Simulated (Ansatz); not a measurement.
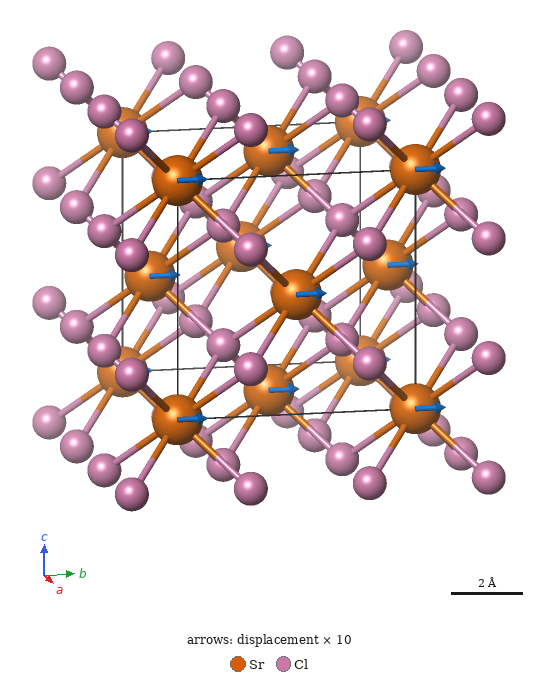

A symmetric starting cell of SrCl$_{2}$. The blue arrows show how the atoms are displaced, magnified 10 times. The picture is a ball-and-stick view of the conventional cell (4 times the calculation's cell), seen slightly off an axis. Lengths and directions refer to the drawn axes.

Method: Ansatz, DFT PBE, scalar-relativistic, plane waves, PAW. Settings: plane-wave cutoff 420 eV; k-point mesh 6 × 6 × 6; occupations gaussian; smearing width 0.02 eV; no spin polarisation.

> Describe the change and its computed effect.

A single atom, Sr, is moved by 0.09 Å along +b. No relaxation follows. The starting cell wasn't computed here and needn't be at equilibrium, so pressure and forces aren't due to the change alone. The pressure is 1.2 GPa (not all of it need come from the change, since the unchanged cell can be under pressure at this level too). The largest force is 0.24 eV/Å, on the Sr atom, along −b. The forces mostly point back along the displacements (cosine −0.82). Among the bonded contacts that change: Cl–Sr 3.019 → 2.967 to 3.071 Å. The space group (tolerance 0.01 Å) goes from Fm-3m (No. 225) to I4mm (No. 107).
